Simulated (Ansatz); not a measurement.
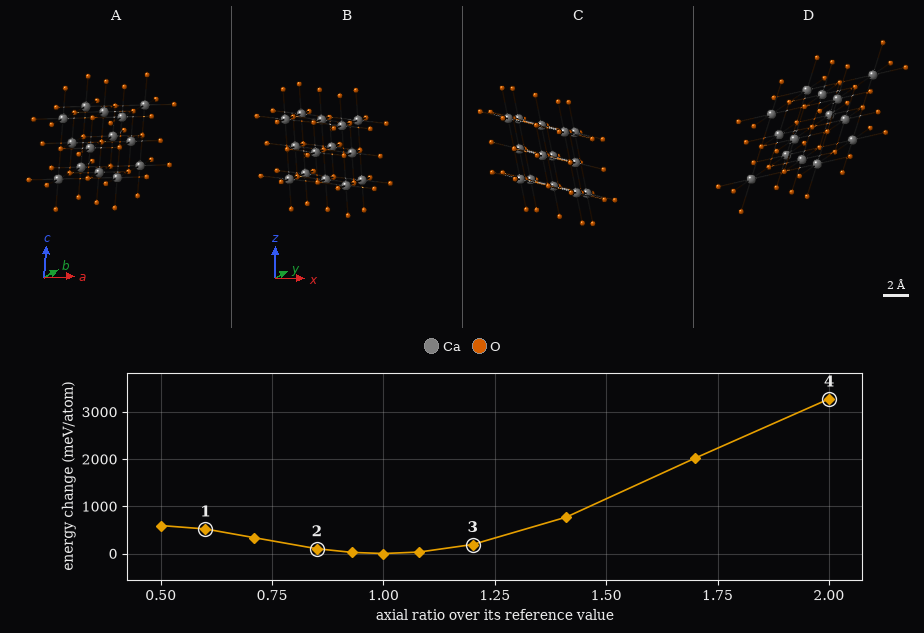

Crystalline CaO (Fm-3m): the ratio of the cell's length along [111] to its lengths across, counted as 1 for the reference, is changed at fixed volume (a trigonal path), with the atoms kept at their fractional coordinates. x, y and z are the Cartesian axes of the input. The frames are shuffled; the numbered points of the plot belong to them. The picture is a ball-and-stick view of the conventional cell (4 times the calculation's cell), seen slightly off an axis. Lengths and directions refer to the drawn axes.

Theory: DFT r2SCAN, scalar-relativistic, plane waves, PAW (Ansatz 0.2.0). Settings: plane-wave cutoff 500 eV; k-point mesh 10 × 10 × 10; occupations gaussian; smearing width 0.05 eV; no spin polarisation. Energies (free energies at the smearing named) are counted from the cell as listed in its source, which wasn't relaxed.

> Match the frames to the points.

Point 1 is frame C (the relative ratio 0.60, 520 meV/atom); 2 is frame B (the relative ratio 0.85, 102 meV/atom); 3 is frame A (the relative ratio 1.20, 190 meV/atom); 4 is frame D (the relative ratio 2.00, 3273 meV/atom). Of the computed points the lowest is at the relative ratio 1.00, 0 meV/atom. The unrelaxed reference is under a pressure of −6.5 GPa. The distortion takes the space group from Fm-3m to R-3m, except for Pm-3m at 0.50. At the relative ratio 2.00 the cell of the drawing goes a 4.898 → 5.498 Å, b 4.898 → 5.498 Å, c 4.898 → 5.498 Å, α 90.0° → 60.0°, β 90.0° → 60.0°, γ 90.0° → 60.0°. The band gap on the mesh, 4.20 eV in the reference, closes at 1.70, 2.00.
